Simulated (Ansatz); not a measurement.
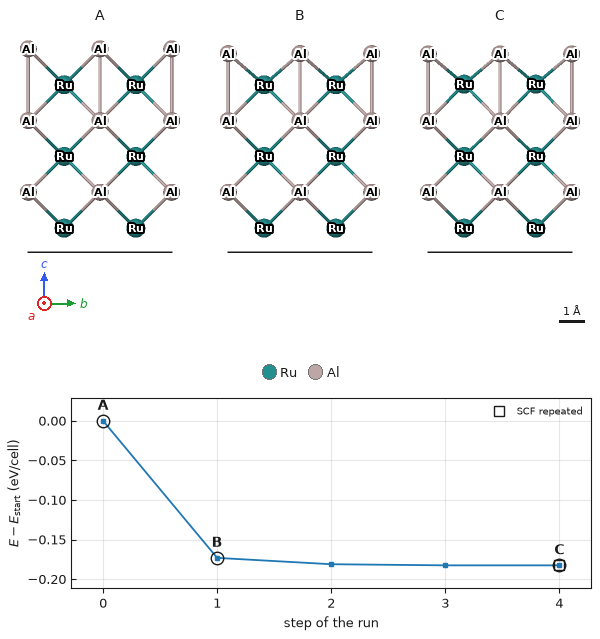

Frames of a constrained relaxation of a slab of composition AlRu (cut from the Pm-3m phase), marked on the history of the run. A ball-and-stick model of the 3 × 2 repeat of the cell, outlined in the plane, without the vacuum, seen along the a axis.

Case: clean slab, lower half held. The slab is the (1 0 0) face of AlRu. 3 atoms are held fixed.

The calculation used DFT PBEsol, scalar-relativistic, plane waves, PAW (Ansatz). (plane-wave cutoff 420 eV; k-point mesh 10 × 10 × 1; occupations gaussian; smearing width 0.1 eV; no spin polarisation; dipole correction; atoms relaxed in a fixed cell; force threshold 0.03 eV/Å; at most 70 steps)

> What happens along the run?

The largest move is that of an Al atom, 0.21 Å along the normal (−c). Largest moves by element: Al 0.21 Å, Ru 0.02 Å. The cell stays as it was. Some distances before and after: Al–Al 2.976 → 2.788 Å, Al–Ru 2.578 → 2.451 Å, Al–Ru 2.578 → 2.603 Å, Al–Ru 2.578 → 2.566 Å. Among the angles between lasting bonds that change: Ru–Al–Ru 109.5° → 118.4°, Ru–Al–Ru 70.5° → 74.8°. Over 3 accepted moves (4 points after the start) the energy falls by 0.183 eV per cell of the calculation. Largest force component: 1.4 eV/Å at the start, 0.014 eV/Å at the end. 1 step only repeated the SCF at the same geometry. From step 0 to 1: an Al atom moves most (0.19 Å), energy −0.173 eV per cell of the calculation. From step 1 to 4: a Ru atom moves most (0.03 Å), energy −9.4 meV per cell of the calculation.

| step | E − E(0), meV/atom | largest force component, eV/Å | note |
| --- | --- | --- | --- |
| 0 | 0.00 | 1.4060 |  |
| 1 | -28.84 | 0.4745 |  |
| 2 | -30.18 | 0.1605 |  |
| 3 | -30.42 | 0.0142 |  |
| 4 | -30.42 | 0.0142 | same geometry, SCF repeated |
